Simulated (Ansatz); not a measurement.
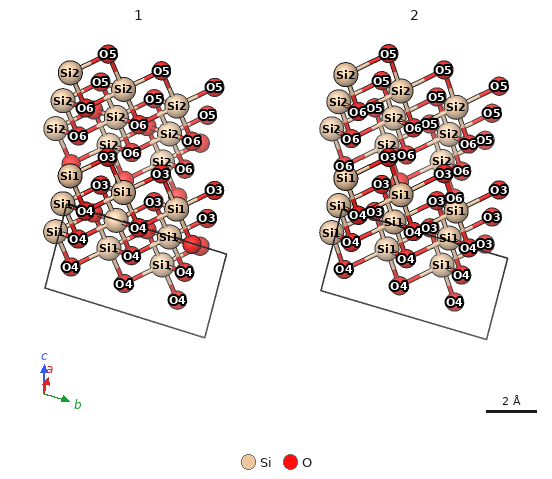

Two geometries of a free-standing layer of SiO2 (a generated structure, set up in Cm) (coarse preliminary run), drawn at one scale. One is the start of a relaxation, the other its converged end. The picture is a ball-and-stick view of the 3 × 3 repeat of the cell, outlined in the plane, without the vacuum, seen from a free direction.

All numbers below come from DFT PBE+D3(BJ), scalar-relativistic, plane waves, PAW in Ansatz 0.2.0. Settings: plane-wave cutoff 420 eV; k-point mesh 8 × 8 × 1; occupations gaussian; smearing width 0.1 eV; no spin polarisation; cell and atoms relaxed; force threshold 0.04 eV/Å; at most 70 steps.

Which geometry has the lower energy?

Structure 1 is the relaxed one. Over 6 accepted moves (8 points after the start) the energy falls by 0.992 eV per cell of the calculation. The largest force component goes from 2.4 to 0.0033 eV/Å. At 2 points the geometry stayed and the basis and grid were re-selected for the new cell (energy shift of 2.9 meV per cell of the calculation at most each time). The atom that moves furthest relative to the cell and the layer's centre is O5 (0.19 Å at 49° to the normal (−c side)). Largest moves by element: O 0.19 Å, Si 0.02 Å. In the plane the drawn cell goes a 7.828 → 8.063 Å (+3.0 %), b 8.199 → 8.062 Å (−1.7 %). Near-neighbour distances that change, for instance: Si1–O3 2.043 → 1.802 Å, Si1–O4 2.019 → 1.803 Å, Si1–O4 (another image) 1.777 → 1.803 Å, Si1–O3 (another image) 1.786 → 1.802 Å. Bond angles that change, for instance: O3–Si1–O3 90.8° → 96.4°, Si1–O3–Si1 90.8° → 96.4°, O3–Si1–O4 88.9° → 83.6°. The program noted that it reset the height of the cell.
